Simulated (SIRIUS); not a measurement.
# MgS: 7 runs along one coordinate

System: MgS (F-43m, 2 atoms in the cell).
Method: Kohn-Sham DFT of a periodic cell, PBE, dojo-sr-pbe-0.4.1-standard, no spin polarisation (SIRIUS 7.12.0).

The 7 runs differ only in the geometry, by an even scaling of the cell at fixed fractional positions. The structure derives from a Materials Project entry.

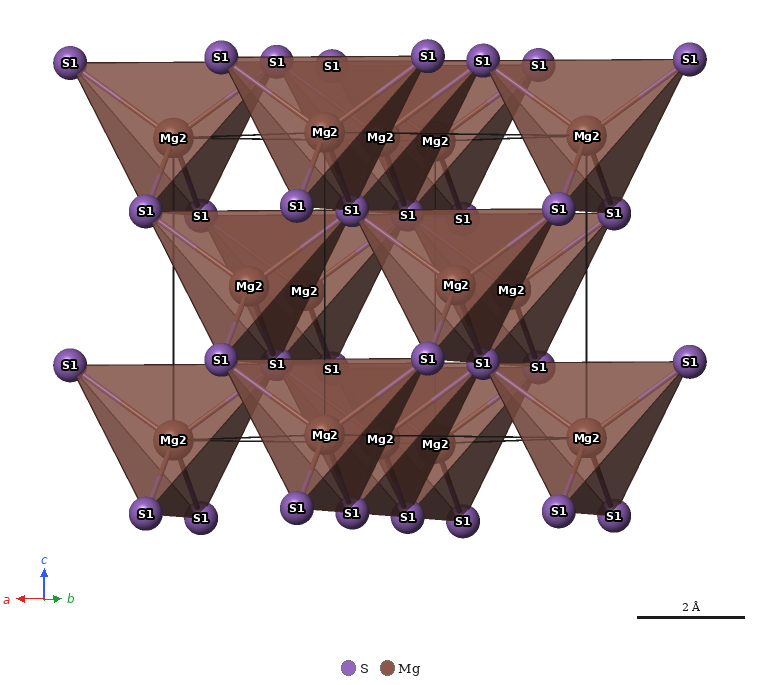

Figure 1. The structure of run 4 (polyhedral view of the cell 4 times as large as that of the calculation, set on its symmetry axes, seen at an oblique angle; polyhedra are completed across the faces of the cell; atoms are numbered from 1 in the order of the input).

**Input of run 4**
```
{
  "control": {
    "processing_unit": "cpu",
    "verbosity": 2,
    "num_bands_to_print": 15,
    "print_forces": true,
    "print_stress": true
  },
  "parameters": {
    "electronic_structure_method": "pseudopotential",
    "xc_functionals": ["XC_GGA_X_PBE", "XC_GGA_C_PBE"],
    "gk_cutoff": 9.2,
    "pw_cutoff": 18.4,
    "ngridk": [8, 8, 8],
    "shiftk": [0, 0, 0],
    "smearing": "fermi_dirac",
    "smearing_width": 0.0018374661,
    "num_bands": 15,
    "num_mag_dims": 0,
    "num_dft_iter": 100,
    "energy_tol": 1e-08,
    "density_tol": 1e-06
  },
  "iterative_solver": {
    "type": "davidson",
    "min_tolerance": 1e-10
  },
  "mixer": {
    "type": "anderson",
    "beta": 0.7,
    "max_history": 8
  },
  "settings": {
    "tol_ne": 1e-10
  },
  "unit_cell": {
    "lattice_vectors": [
      [0.0, 5.353820966639, 5.353820966639],
      [5.353820966639, 0.0, 5.353820966639],
      [5.353820966639, 5.353820966639, 0.0]
    ],
    "atom_coordinate_units": "lattice",
    "atom_types": ["S", "Mg"],
    "atom_files": {
      "Mg": "Mg.json",
      "S": "S.json"
    },
    "atoms": {
      "S": [
        [0.25, 0.25, 0.25]
      ],
      "Mg": [
        [0.0, 0.0, 0.0]
      ]
    }
  }
}
```

Command:
```bash
upf_to_json Mg.upf
upf_to_json S.upf
OMP_NUM_THREADS=1 sirius.scf --input=sirius.json --output=out.json --task=0
```

Lattice vectors (Å) and fractional positions of run 4:
```
   0.000000    2.833120    2.833120
   2.833120    0.000000    2.833120
   2.833120    2.833120    0.000000
S   0.250000  0.250000  0.250000
Mg  0.000000  0.000000  0.000000
```

Run 3 differs from it as follows:
```diff
-      [0.0, 5.353820966639, 5.353820966639],
-      [5.353820966639, 0.0, 5.353820966639],
-      [5.353820966639, 5.353820966639, 0.0]
+      [0.0, 5.317888199679, 5.317888199679],
+      [5.317888199679, 0.0, 5.317888199679],
+      [5.317888199679, 5.317888199679, 0.0]
```

**Results, with one run withheld**

```tsv
run	volume per atom (Å³)	free energy per atom, from the lowest run given (meV)	pressure (GPa)	gap on the mesh (eV)
1	21.376	26.36	5.11	3.75
2	21.831	14.00	3.60	3.65
3	22.285	?	?	?
4	22.740	1.19	0.98	3.44
5	23.195	0.00	−0.14	3.34
6	23.650	1.85	−1.16	3.25
7	24.105	6.45	−2.08	3.16
```

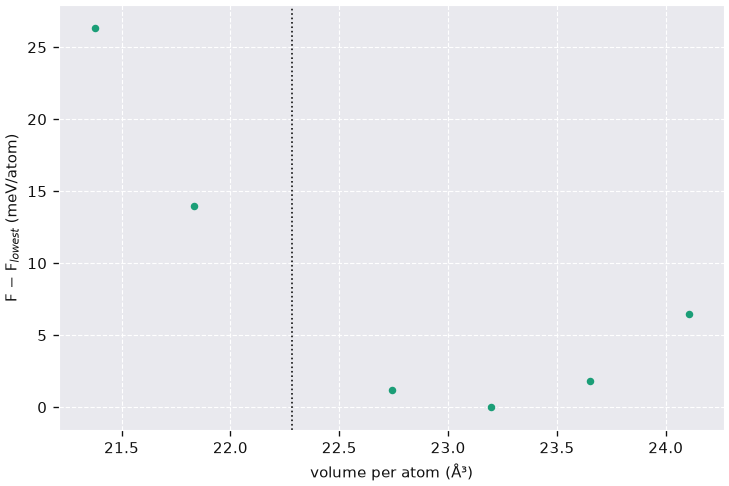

Figure 2. Free energy per atom of the runs given; the dotted line marks run 3.

What should run 3 give?

A cubic polynomial in V^(−2/3) (the Birch–Murnaghan form), fitted to the 6 runs given, misses them by under 0.01 meV per atom. With x = V^(−2/3) − 0.12443 Å⁻², it reads F = 0.94241 + 1511.2 x + 5.9079e+05 x² + 85882 x³ (meV per atom). At run 3 it gives 5.75 meV per atom, and the run itself gives 5.74. The slope of the fit gives a pressure −dF/dV of 2.24 GPa there, and the run prints 2.22 GPa. The fit has its minimum at 23.139 Å³ per atom, where V d²F/dV² gives 55.1 GPa: the bulk modulus at this level, since symmetry fixes the shape and the positions. The gap on the mesh goes, without turning, from 3.75 eV in run 1 to 3.16 eV in run 7; run 3 has 3.54 eV. These are gaps of this functional on this mesh, which can miss the band edges; they aren't the measured gap.

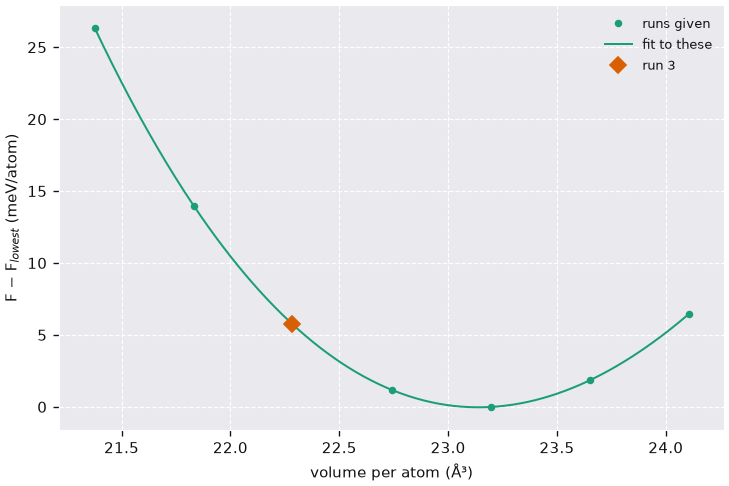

Figure 3. The fit and the withheld run.

**Some lines of the output (run 3)**
```
[...]
[find] Total energy                   :     -70.53702208 (Ha),    -141.07404415 (Ry)
[find] Free energy (E-TS)             :     -70.53702208 (Ha),    -141.07404415 (Ry)
[find] band gap (eV)                  :       3.54134540
[find] Efermi                         :       0.18491348
[find] Total energy                   :     -70.53702208 (Ha),    -141.07404416 (Ry)
[find] Free energy (E-TS)             :     -70.53702208 (Ha),    -141.07404416 (Ry)
[find] band gap (eV)                  :       3.54128501
[find] Efermi                         :       0.18490979
[find] band gap (eV)                  :       3.54127572
[find] Efermi                         :       0.18489926
[find] band gap (eV)                  :       3.54125746
[find] Efermi                         :       0.18489931
[find] band gap (eV)                  :       3.54126104
[find] Efermi                         :       0.18489923
```
